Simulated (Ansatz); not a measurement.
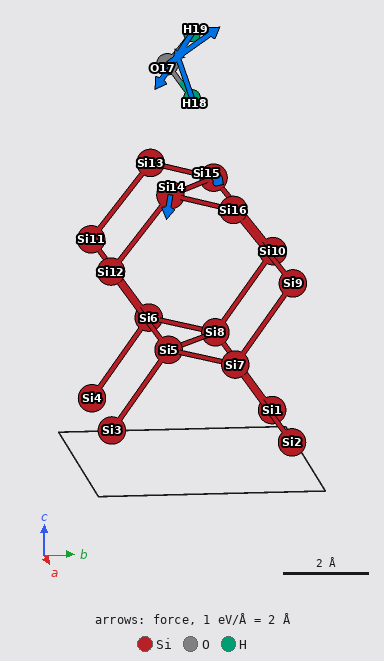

Starting geometry of a slab of composition Si$_{16}$H$_{2}$O (cut from the Fd-3m phase) with the computed forces as blue arrows. A ball-and-stick model of the cell of the calculation, outlined in the plane, without the vacuum (origin shifted), seen from a free direction.

Case: 1 H2O a cell, upright, over a bridge Si-Si site. The slab is the (1 1 0) face of Si with H2O on it. 8 atoms are held fixed.

These are results of DFT PBE+D3(BJ), scalar-relativistic, plane waves, PAW (Ansatz), not measurements.

The input:
```yaml
crystal:
  lattice:
    - [7.6671877233, 0.0, 0.0]
    - [0.0, 5.4215204318, 0.0]
    - [0.0, 0.0, 25.3164907925]
  atoms:
    - { symbol: Si, position: [0.25, 0.0, 0.3159995619] }
    - { symbol: Si, position: [0.75, 0.0, 0.3159995619] }
    - { symbol: Si, position: [0.5, 0.25, 0.3159995619] }
    - { symbol: Si, position: [0.0, 0.25, 0.3159995619] }
    - { symbol: Si, position: [0.5, 0.5, 0.3917129357] }
    - { symbol: Si, position: [0.0, 0.5, 0.3917129357] }
    - { symbol: Si, position: [0.75, 0.75, 0.3917129357] }
    - { symbol: Si, position: [0.25, 0.75, 0.3917129357] }
    - { symbol: Si, position: [0.75, 0.0036677553, 0.4679304438] }
    - { symbol: Si, position: [0.25, 0.0036677553, 0.4679304438] }
    - { symbol: Si, position: [0.0, 0.2463322447, 0.4679304438] }
    - { symbol: Si, position: [0.5, 0.2463322447, 0.4679304438] }
    - { symbol: Si, position: [0.0, 0.5080634537, 0.539568104] }
    - { symbol: Si, position: [0.5, 0.5080634537, 0.539568104] }
    - { symbol: Si, position: [0.25, 0.7419365463, 0.539568104] }
    - { symbol: Si, position: [0.75, 0.7419365463, 0.539568104] }
    - { symbol: O, position: [0.3448310104, 0.5216544709, 0.6550264439] }
    - { symbol: H, position: [0.375, 0.625, 0.6240979868] }
    - { symbol: H, position: [0.375, 0.625, 0.685958851] }
basis:
  ecutwfc: 420
kpoints:
  mp_grid: { grid: [2, 3, 1] }
hamiltonian:
  xc: pbe
  dispersion: d3bj
scf:
  occupations: { method: gaussian, width: 0.05 }
output:
  forces: true
  eigenvalues: true
  write_density: true
  write_potential: true
  elf: true
  volumetric_format: npy
relax:
  adjacent_minimum: "off"
  f_tol: 0.04
  max_steps: 100
  constraints: [{ sites: [0, 1, 2, 3, 4, 5, 6, 7] }]
efield:
  axis: 3
  dipole_correction: true
  ramp_width: 0.04
```

Run as
```bash
ansatz run input.yaml --threads 2 --pin off --max-ram 5120MiB --backend cpu --events-out ev --progress --plain --runs-dir out
```

Question: Is this structure relaxed? If not, where do the atoms go?

Answer: It isn't relaxed: the largest force vector, on H19, is 0.84 eV/Å. The final displacements have little in common with the starting forces (cosine between the two patterns 0.07). The largest move is that of H18, 2.83 Å at 68° to the normal (−c side). By element the largest moves are H 2.83 Å, O 2.16 Å, Si 0.46 Å. The cell stays as it was. Among the contacts that change: Si14–O17 3.157 → 1.965 Å, Si14–Si16 2.298 → 2.373 Å, Si14–Si15 2.298 → 2.355 Å, Si10–Si15 2.303 → 2.354 Å. New bonds form: Si14–O17 (3.16 → 1.97 Å). Bond angles that change, for instance: Si9–Si16–Si13 109.9° → 88.6°, Si10–Si15–Si13 109.9° → 91.7°, Si9–Si16–Si14 109.9° → 96.5°. After 43 accepted moves (48 points after the start) the energy has fallen by 1.120 eV per cell of the calculation. The largest force component goes from 0.71 to 0.022 eV/Å. The line search rejected the trial steps at points 2, 9, 30, 44, 47 of the run.

Limits of the set-up: the periodic images lie only 5.4 Å apart, so the values are limited by the cell's size.
